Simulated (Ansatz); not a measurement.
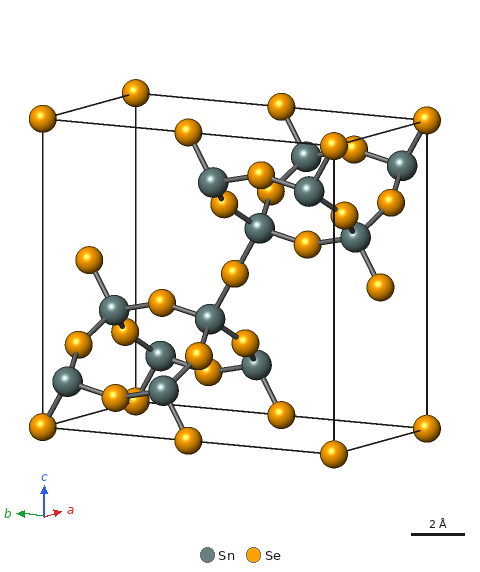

This is the input geometry for a relaxation of a crystal of SnSe₂ (a generated structure, set up in Imma) (coarse preliminary run). A ball-and-stick model of the conventional cell (2 times the calculation's cell), seen from a free direction. Lengths and directions refer to the drawn axes.

Case: O → Se, Si → Sn on all its sites, cell and atoms relaxed.

The calculation used DFT PBE, scalar-relativistic, plane waves, PAW in Ansatz 0.2.0.

The input:
```yaml
crystal:
  lattice:
    - [-3.5143346255, 6.4153590853, 5.9453853706]
    - [3.5143346255, -6.4153590853, 5.9453853706]
    - [3.5143346255, 6.4153590853, -5.9453853706]
  atoms:
    - { symbol: Sn, position: [0.930512584, 0.8452085404, 0.0853040435] }
    - { symbol: Sn, position: [0.7400955031, 0.1547914596, 0.5853040435] }
    - { symbol: Sn, position: [0.069487416, 0.1547914596, 0.9146959565] }
    - { symbol: Sn, position: [0.2599044969, 0.8452085404, 0.4146959565] }
    - { symbol: Se, position: [0.1332949682, 0.8832949682, 0.25] }
    - { symbol: Se, position: [0.8667050318, 0.1167050318, 0.75] }
    - { symbol: Se, position: [0.7934944812, 0.5, 0.7934944812] }
    - { symbol: Se, position: [0.2065055188, 0.0, 0.7065055188] }
    - { symbol: Se, position: [0.2065055188, 0.5, 0.2065055188] }
    - { symbol: Se, position: [0.7934944812, 0.0, 0.2934944812] }
    - { symbol: Se, position: [0.0, 0.0, 0.0] }
    - { symbol: Se, position: [0.5, 0.0, 0.5] }
basis:
  ecutwfc: 420
kpoints:
  mp_grid: { grid: [4, 4, 4] }
hamiltonian:
  xc: pbe
scf:
  occupations: { method: gaussian, width: 0.1 }
output:
  forces: true
  stress: true
  eigenvalues: true
relax:
  adjacent_minimum: "off"
  f_tol: 0.05
  max_steps: 60
  cell: { stress_tol: 0.5 }
```

Command:
```bash
ansatz run input.yaml --threads 2 --pin off --max-ram 5120MiB --backend cpu --events-out ev --progress --plain --runs-dir out
```

### Where does the relaxation end?

Over 17 accepted moves (18 points after the start) the energy falls by 23.112 eV per cell of the calculation. Largest force component: 5.1 eV/Å at the start, 0.046 eV/Å at the end. Pressure: 28.62 GPa at the start and −0.03 GPa at the end. At 1 point the geometry stayed and the basis and grid were re-selected for the new cell (energy shift of 33.3 meV per cell of the calculation at most each time). The largest moves relative to the cell, 1.43 Å, are those of Se7, Se8, Se9 and Se10. Se8 goes along +b. By element the largest moves are Se 1.43 Å, Sn 0.64 Å. The drawn cell changes as follows: a 7.029 → 7.805 Å (+11.0 %), b 12.831 → 11.585 Å (−9.7 %), c 11.891 → 13.805 Å (+16.1 %); the volume changes by +16.4 %. Some distances before and after: Sn1–Se11 2.141 → 2.605 Å, Sn1–Se5 2.161 → 2.619 Å, Sn1–Se10 2.158 → 2.580 Å. Bond angles that change, for instance: Sn1–Se7–Sn2 151.2° → 112.6°, Se5–Sn4–Se12 108.6° → 77.2°, Sn1–Se5–Sn4 155.8° → 132.0°. The space group stays Imma (No. 74).

History of the run:

| step | E − E(0), meV/atom | largest force component, eV/Å | pressure, GPa | volume, Å³/atom | note |
| --- | --- | --- | --- | --- | --- |
| 0 | 0.00 | 5.1319 | 28.62 | 44.681 |  |
| 1 | -1160.77 | 3.4673 | 13.05 | 51.239 |  |
| 2 | -1678.80 | 2.2274 | 6.45 | 54.487 |  |
| 3 | -1868.59 | 0.7622 | 2.40 | 56.862 |  |
| 4 | -1905.76 | 0.4255 | 0.58 | 62.495 |  |
| 5 | -1911.36 | 0.0967 | 0.04 | 62.674 |  |
| 6 | -1912.00 | 0.0729 | -0.04 | 62.808 |  |
| 7 | -1912.48 | 0.0173 | -0.06 | 62.603 |  |
| 8 | -1913.00 | 0.0463 | -0.06 | 62.117 |  |
| 9 | -1913.82 | 0.0964 | -0.04 | 61.131 |  |
| 10 | -1914.99 | 0.1159 | 0.00 | 59.488 |  |
| 11 | -1916.60 | 0.0896 | 0.07 | 57.090 |  |
| 12 | -1919.14 | 0.0610 | -0.07 | 55.352 |  |
| 13 | -1921.34 | 0.1347 | 0.13 | 53.053 |  |
| 14 | -1922.39 | 0.2155 | 0.00 | 50.974 |  |
| 15 | -1923.14 | 0.0620 | -0.02 | 51.262 |  |
| 16 | -1923.65 | 0.0054 | 0.02 | 51.270 |  |
| 17 | -1923.23 | 0.0439 | -0.07 | 52.007 |  |
| 18 | -1926.00 | 0.0456 | -0.03 | 52.007 | same geometry, new basis |

The end point in the same view:

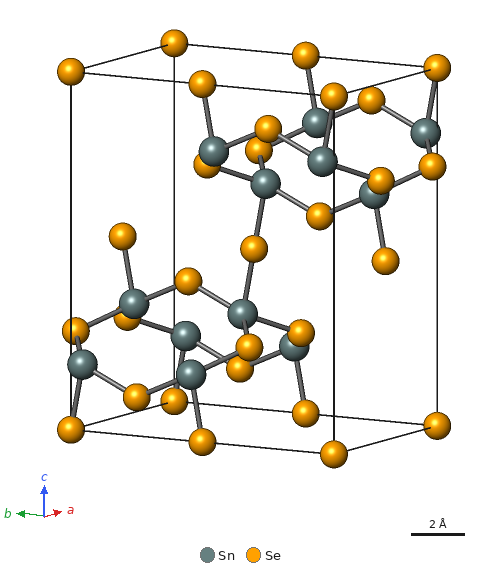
